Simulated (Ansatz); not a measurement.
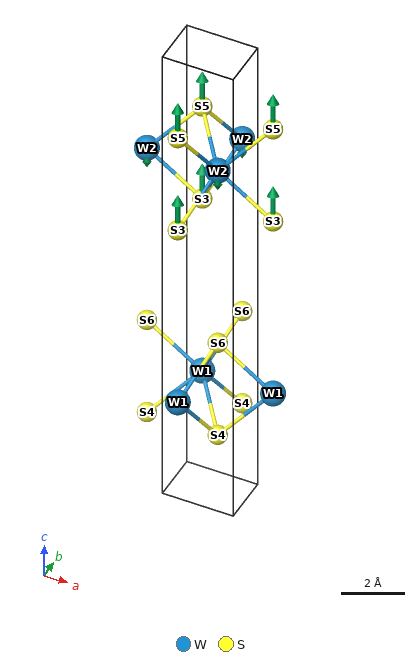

One vibrational mode of solid WS2 at the zone centre. Displacements are drawn as green arrows; their common scale and sign are arbitrary. The picture is a ball-and-stick view of the cell of the calculation, seen slightly off an axis.

Theory: Ansatz 0.2.0, DFT PBE, scalar-relativistic, plane waves, PAW. Set-up: plane-wave cutoff 420 eV; k-point mesh 12 × 12 × 2; occupations fixed; no spin polarisation.

Frequencies are those without the non-analytic (LO–TO) term.

### Give the character and frequency of this mode.

This is a doubly degenerate mode (one member of the set is drawn) at 426 cm⁻¹, the highest optical level. All motion is along c; the kinetic energy is shared as S 74 %, W 26 %.
